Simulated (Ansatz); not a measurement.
```
Ge
1.0
     4.69746    0.00000    0.00000
     0.00000    4.98912    0.00000
     0.00000    0.00000    3.24533
Ge
4
Direct
  0.50000 0.25000 0.43594
  0.00000 0.75000 0.93594
  0.00000 0.25000 0.06406
  0.50000 0.75000 0.56406
```

Space group Imma; a structure from a database of computed crystals, not necessarily the ambient phase.

All numbers below come from Ansatz 0.2.0, DFT r2SCAN, scalar-relativistic, plane waves, PAW.

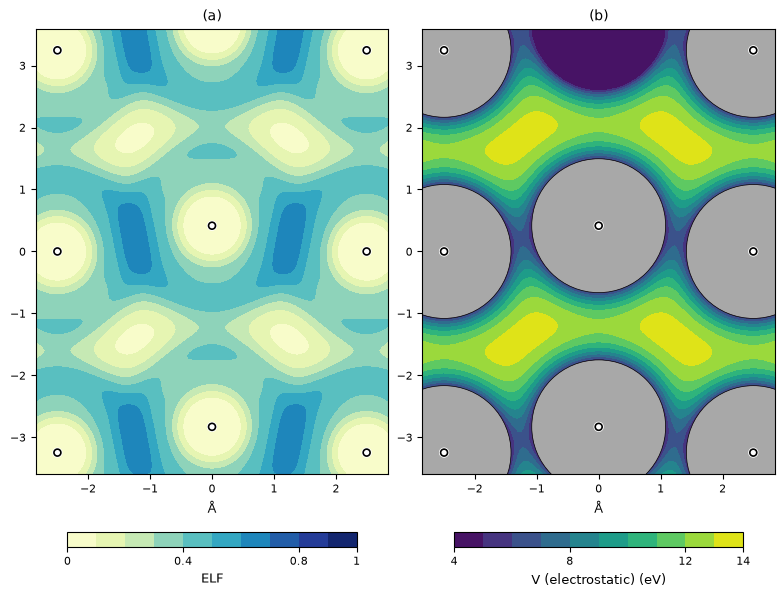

Ge. (a) electron localisation function; (b) electrostatic potential energy of an electron on the (100) plane of the conventional cell. Circles mark the nuclei in the plane (Ge). Grey discs cover the atomic cores in the potential map.

Core electrons are frozen (PAW), and the valence fields are smoothed inside the atomic spheres.

**Interpret the plot.**

- The section cuts through Ge sites.
- Ge–Ge (2.53 Å): the ELF peaks at about 0.70 between the atoms.
- Outside the cores the potential energy rises away from the atoms and is highest about 1.9 Å from the nearest atoms; its zero is arbitrary.
